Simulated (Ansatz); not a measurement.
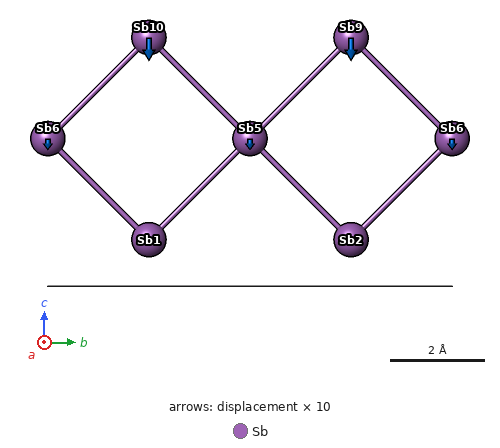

A constrained relaxation of a slab of composition Sb (cut from the Pm-3m phase). The starting structure is drawn; blue arrows show the displacements, 10 times their true length.

The picture is a ball-and-stick view of the cell of the calculation, outlined in the plane, without the vacuum, seen along the a axis.

Case: clean slab, lower planes held. The slab is the (1 1 0) face of Sb. 4 atoms are held fixed.

Theory: DFT PBE+D3(BJ), scalar-relativistic, plane waves, PAW (Ansatz). Set-up: plane-wave cutoff 420 eV; k-point mesh 3 × 2 × 1; occupations gaussian; smearing width 0.1 eV; no spin polarisation; dipole correction; atoms relaxed in a fixed cell; force threshold 0.03 eV/Å; at most 70 steps.

### What happened in the run?

After 1 accepted move (2 points after the start) the energy has fallen by 13.0 meV per cell of the calculation. The largest force component goes from 0.12 to 0.0014 eV/Å. The line search rejected the trial step at point 1 of the run. The largest moves, 0.052 Å, are those of Sb atoms. The lattice vectors keep their values. Some distances before and after: Sb–Sb 3.061 → 3.043 Å. The run took 39 s on 4 threads of Arm Neoverse V2 (shared host), peak memory 1.9 GiB.
